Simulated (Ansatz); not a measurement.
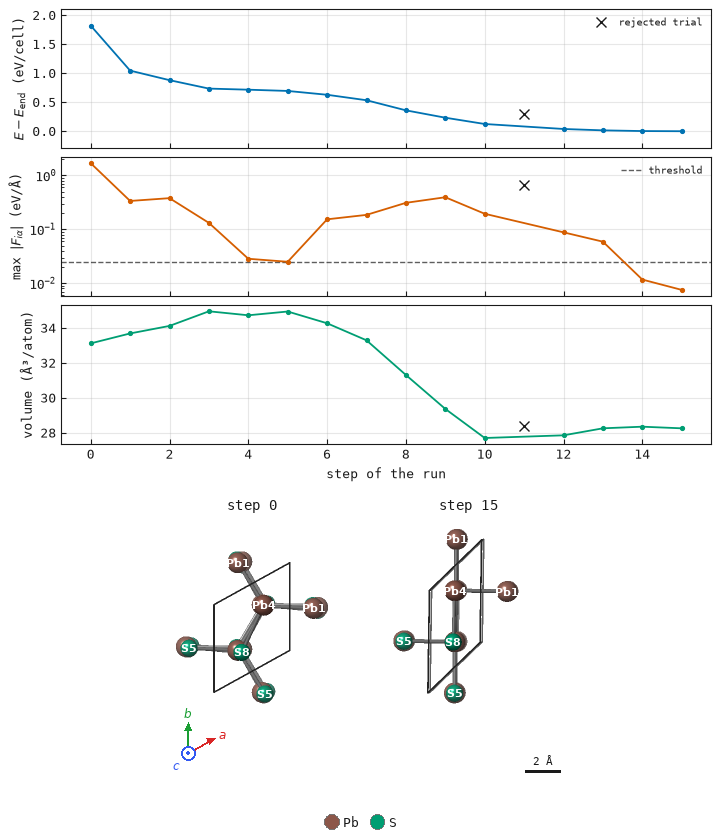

First and last geometry of a relaxation of crystalline PbS (a generated structure, set up in P1) (coarse preliminary run), with the history of the run. A ball-and-stick model of the cell of the calculation, reduced to other axes, seen along the c axis. Lengths and directions refer to the drawn axes.

Method: DFT PBE, scalar-relativistic, plane waves, PAW in Ansatz 0.2.0. Settings: plane-wave cutoff 420 eV; k-point mesh 3 × 3 × 1; occupations gaussian; smearing width 0.1 eV; no spin polarisation; cell and atoms relaxed; force threshold 0.025 eV/Å; at most 60 steps.

> Read the history and describe the run.

The run was cut off at its time limit before the program reported convergence, but its last step already meets the force threshold: the largest component is 0.0075 eV/Å against 0.025 eV/Å. The pressure is within 0.01 GPa of its target. The energy falls by 1.820 eV per cell of the calculation in 14 accepted moves (15 points after the start). Largest force component: 1.7 eV/Å at the start, 0.0075 eV/Å at the end. Pressure: 1.46 GPa at the start and 0.01 GPa at the end. The line search rejected the trial step at point 11 of the run. The atom that moves furthest relative to the cell is an S atom (0.68 Å in a general direction near [−3 1 1]). By element the largest moves are S 0.68 Å, Pb 0.58 Å. Cell: a 4.988 → 4.172 Å (−16.4 %), b 5.039 → 5.893 Å (+16.9 %), c 12.044 → 12.981 Å (+7.8 %), α 89.7° → 90.0°, β 89.1° → 90.0°, γ 61.1° → 45.1°. Volume −14.7 %. Some distances before and after: Pb–S 5.946 → 3.021 Å, Pb–S 5.829 → 3.018 Å, Pb–S 5.797 → 3.022 Å, Pb–S 5.628 → 3.023 Å. New bonds form: Pb–S (5.63 → 3.02 Å), Pb–S (5.80 → 3.02 Å), Pb–S (5.83 → 3.02 Å), Pb–S (5.95 → 3.02 Å). Bonds break: Pb–S (2.72 → 3.67 Å). Among the angles between lasting bonds that change: S–Pb–S 115.3° → 163.6°, Pb–S–Pb 115.3° → 163.6°, Pb–S–Pb 118.5° → 163.6°. The space group stays P1 (No. 1).

| step | E − E(0), meV/atom | largest force component, eV/Å | pressure, GPa | volume, Å³/atom | note |
| --- | --- | --- | --- | --- | --- |
| 0 | 0.00 | 1.6894 | 1.46 | 33.118 |  |
| 1 | -96.93 | 0.3366 | 0.04 | 33.686 |  |
| 2 | -117.47 | 0.3793 | 0.08 | 34.117 |  |
| 3 | -135.62 | 0.1318 | -0.30 | 34.953 |  |
| 4 | -138.00 | 0.0285 | 0.05 | 34.725 |  |
| 5 | -140.70 | 0.0250 | -0.37 | 34.941 |  |
| 6 | -148.96 | 0.1535 | -0.39 | 34.268 |  |
| 7 | -160.74 | 0.1856 | -0.79 | 33.294 |  |
| 8 | -182.49 | 0.3106 | -1.09 | 31.310 |  |
| 9 | -198.35 | 0.3944 | 0.64 | 29.368 |  |
| 10 | -211.90 | 0.1947 | 1.22 | 27.704 |  |
| 11 | -190.39 | 0.6586 | -0.45 | 28.415 | rejected |
| 12 | -222.64 | 0.0880 | 0.58 | 27.856 |  |
| 13 | -225.61 | 0.0590 | 0.16 | 28.258 |  |
| 14 | -227.12 | 0.0117 | -0.20 | 28.351 |  |
| 15 | -227.47 | 0.0075 | 0.01 | 28.257 |  |
